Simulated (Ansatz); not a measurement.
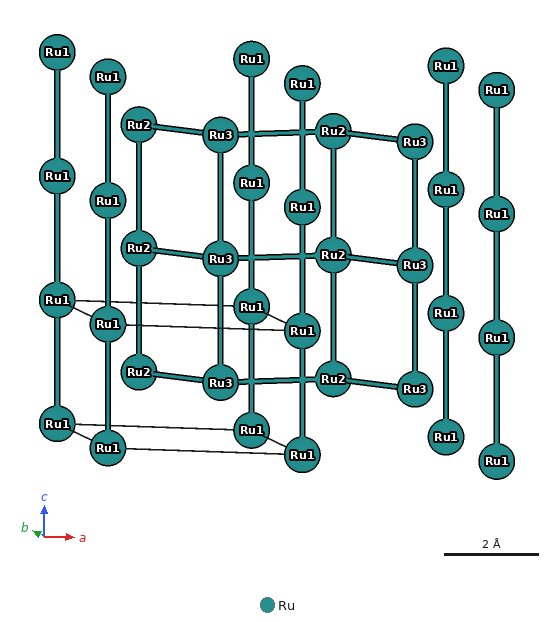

*The structure as given in the input (ball-and-stick view of the cell of the calculation, repeated 2 × 1 × 3, seen slightly off an axis; atoms are numbered from 1 in the order of the input).*

**Single-point calculation, with input and output: Ru**

Ru (3 atoms in the cell), computed with DFT PBE, scalar-relativistic, plane waves, PAW, no spin polarisation (Ansatz 0.2.0).

The structure was made by swapping elements on the sites of another compound; it need not be a known phase. It belongs to a series of runs on one base structure; here: Ti -> Ru on all its sites, cell and atoms relaxed. Figures and captions count atoms from 1; the log counts them from 0 in places.

## Output
```
Engine: ansatz 0.2.0, aarch64-unknown-linux-gnu
Pseudopotentials: kind: paw
Pseudopotential: Ru, paw, valence charge 16, recommended cutoff 420 eV (normal), Ru.paw.azcp
Functional definition: PBE
  parameter kappa = 0.804
  parameter beta = 0.06672455060314922
  exchange = pbe_x(kappa = kappa, mu = beta*pi^2/3)
  correlation = pbe_c(beta = beta)
Crystal: 3 atoms, lattice volume = 42.586 Å³
Basis set: ecut = 420 eV, 843 PW (Γ), exchange–correlation on 60×60×36 points (8 copies of the dense FFT grid, shifted against one another)
Bands: 29, of which v1, the nominal top of the filled ones, is band 24 counted from 1 (23 counted from 0)
Symmetry: 24 space group operations
Space group: P6/mmm (ITA 191), of the structure as read, at distance tolerance 3.5e-5 Å
k-points: 28 of 216
Non-local potential: Ru, projectors of the file, l = 0: 3, l = 1: 2, l = 2: 2, l = 3: 1
PAW form: soft (Blöchl's): semilocal exchange-correlation on the pseudo side does not see the compensation charge
PAW one-centre angular grid: Ru, 590 points (default); XC on 64 Gauss nodes
Initial density: superposition of atomic densities (neutral atoms: chi_scale 0, normalization atom), corrected by the library's trained network
Initial wavefunctions: pseudopotential atomic-orbital guess
Functional: x = pbe(κ = 0.804, μ = 0.2195149727645171), c = pbe(β = 0.06672455060314922)
SCF iter   1: F=—  HF=-17635.197823 eV  |F-HF|=—  |Δ(HF+E_count)|=         —  Δρ=7.82e-3  dr2=1.14e-2  ethr=1.77e-3  ⟨swp⟩=4.9  Hψ=2886  notcnv=0
preconditioner: auto → none  [metal: Δε(μ)=0.020 eV  Ē_g=4.815 eV  σ=0.100 eV  W_gap=0.11  n_scr=8 (ndim 8)  ℏωp=27.9 eV  f_vac=0.000  D(μ)=5.08/eV (n_scr^D=68)  sad-step TF]
SCF iter   2: F=—  HF=-17635.200969 eV  |F-HF|=—  |Δ(HF+E_count)|=   3.15e-3  Δρ=4.67e-3  dr2=6.26e-3  ethr=2.37e-5  ⟨swp⟩=2.1  Hψ=1523  notcnv=0
SCF iter   3: F=—  HF=-17635.201871 eV  |F-HF|=—  |Δ(HF+E_count)|=   9.02e-4  Δρ=4.15e-4  dr2=3.08e-5  ethr=1.30e-5  ⟨swp⟩=1.8  Hψ=1008  notcnv=0
SCF iter   4: F=—  HF=-17635.201883 eV  |F-HF|=—  |Δ(HF+E_count)|=   1.11e-5  Δρ=1.58e-4  dr2=1.12e-5  ethr=6.41e-8  ⟨swp⟩=2.0  Hψ=1469  notcnv=0
SCF iter   5: F=—  HF=-17635.201882 eV  |F-HF|=—  |Δ(HF+E_count)|=   2.96e-7  Δρ=2.91e-5  dr2=2.41e-7  ethr=2.32e-8  ⟨swp⟩=2.6  Hψ=1367  notcnv=0
SCF iter   6: F=-17635.201882 eV  HF=-17635.201882 eV  |F-HF|=2.22e-8  |Δ(HF+E_count)|=   4.52e-8  Δρ=8.36e-6  dr2=2.84e-8  ethr=2.08e-10  ⟨swp⟩=5.3  Hψ=3290  notcnv=0
SCF 1 converged in 6 iterations: F = -17635.201882 eV  dr2 = 2.84e-8
  greatest PAW one-centre occupation: 0.998 electrons in one spin orbital (limit 2), on the Ru atom at site 2 (counted from 0), in its partial waves of l = 0
```

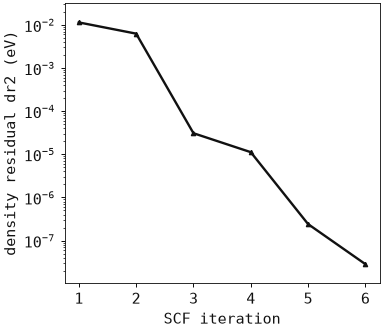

*Convergence of the self-consistent field: density residual dr2 against the SCF iteration.*

The residual falls at every step.

```
SCF converged after 6 iterations
Free energy (F): -17635.201882 eV
Harris-Foulkes:  -17635.201882 eV  (|F-HF|=2.22e-8)
Internal energy: -17635.176436 eV  (E = F + TS)
E sigma→0 (E₀):  -17635.189159 eV
Entropy (-TS):   -0.025446 eV (-8.482 meV/atom)
Fermi energy:    22.466161 eV
--- Per-component energies (eV) ---
  E_band       = -211.890161
  E_kinetic    = 1540.467777
  E_local      = -3936.833452  (includes V_loc(G=0)·N_el)
  E_nonlocal   = 1030.272034
  E_hartree    = 1267.803551
  E_xc         = -570.402585
  E_vxc        = -715.985139  (∫ρ·V_xc dr)
  E_paw        = -10382.490226  (= ΣΔE_a)
  E_vpaw       = -665.410131  (= ΣTr[D̂ρ^β])
  E_aug_tail   = -0.000476  (compensation charges beyond the density's cutoff)
  E_ewald      = -6583.993059
  E_smearing   = -0.025446  (= −TS)
  E_closure    = -0.000000  (closes the sum)
  Σ components = -17635.201882   (vs F -17635.201882, Δ=0.00e0)
--- Forces (eV/Å), atoms counted from 1 ---
  atom   1  Ru     0.00000000     0.00000000     0.00000000
  atom   2  Ru     0.00000000     0.00000000     0.00000000
  atom   3  Ru    -0.00000000    -0.00000000     0.00000000
  max |Σ_I F_I| component: 9.25e-18 eV/Å
--- Stress (GPa, compression-positive) ---
       -3.696475      -0.000000       0.000000
       -0.000000      -3.696475       0.000000
        0.000000       0.000000       2.354828
  P = ⅓ Tr σ = -1.6794 GPa (-16.794 kbar)
--- Band table (eV; the first three rows and the last of 28) ---
  k-point 0: bands = ["-50.7715", "-50.5431", "-50.5295", "-21.0424", "-21.0424", "-20.6794", "-20.6794", "-20.4285", "-20.1987", "-20.1902", "-20.1392", "-20.1392", "14.5645", "16.5832", "19.0476", "19.0994", "19.0994", "19.1419", "19.1419", "19.5632", "20.3809", "20.3809", "21.1753", "21.1753", "21.2686", "21.2686", "24.0468", "24.0468", "31.5047"]
  k-point 1: bands = ["-50.7500", "-50.5320", "-50.5140", "-21.0240", "-21.0240", "-20.6358", "-20.6358", "-20.5726", "-20.3578", "-20.3432", "-20.1540", "-20.1540", "15.2959", "17.3379", "18.2974", "18.2974", "18.5656", "18.5656", "20.1446", "20.1894", "20.1894", "20.3720", "21.2226", "21.2226", "21.9481", "21.9481", "23.7483", "23.7483", "32.0156"]
  k-point 2: bands = ["-50.7057", "-50.5106", "-50.4826", "-20.9869", "-20.9869", "-20.8500", "-20.6889", "-20.6258", "-20.5330", "-20.5330", "-20.1991", "-20.1991", "16.8987", "17.0808", "17.0808", "17.6360", "17.6360", "18.8216", "20.2998", "20.2998", "20.7646", "20.7646", "22.7483", "22.7483", "22.7766", "22.8878", "23.6236", "23.6236", "29.9379"]
  k-point 27: bands = ["-50.5756", "-50.5756", "-50.5002", "-21.2079", "-20.9316", "-20.9316", "-20.7015", "-20.6061", "-20.6061", "-20.4058", "-20.4058", "-20.1400", "16.2626", "17.8951", "17.9135", "17.9135", "18.4316", "18.4316", "19.5820", "19.5820", "20.5210", "20.5210", "21.5196", "23.5647", "24.1537", "24.4520", "24.4520", "25.2560", "28.2154"]
```

The run was set up as follows.

## Input
```yaml
crystal:
  lattice:
    - [4.3001243195, 0.0, 0.0]
    - [-2.1500621598, 3.7240169001, 0.0]
    - [0.0, 0.0, 2.659372843]
  atoms:
    - { symbol: Ru, position: [0.0, 0.0, 0.0] }
    - { symbol: Ru, position: [0.3333333333, 0.6666666667, 0.5] }
    - { symbol: Ru, position: [0.6666666667, 0.3333333333, 0.5] }
basis:
  ecutwfc: 420
kpoints:
  mp_grid: { grid: [6, 6, 6] }
hamiltonian:
  xc: pbe
scf:
  occupations: { method: gaussian, width: 0.1 }
output:
  forces: true
  stress: true
  eigenvalues: true
```

Command:
```bash
ansatz run input.yaml --threads 1 --pin off --max-ram 2560MiB --backend cpu --events-out ev --progress --plain --runs-dir out
```

## Key numbers

| quantity | value |
| --- | --- |
| outcome | converged |
| space group (tolerance 0.01 Å) | P6/mmm (191) |
| electrons treated | 48 |
| free energy | −17635.2019 eV |
| Fermi energy | 22.466 eV |
| gap on the k-point mesh | none (metallic) |
| pressure | −1.68 GPa |
| largest force (length of the vector) | under 0.001 eV/Å |
| hardware | 1 thread of Arm Neoverse V2, 240 GiB of memory available, shared host |
| wall time | 1.7 s |
| peak memory | 0.36 GiB |
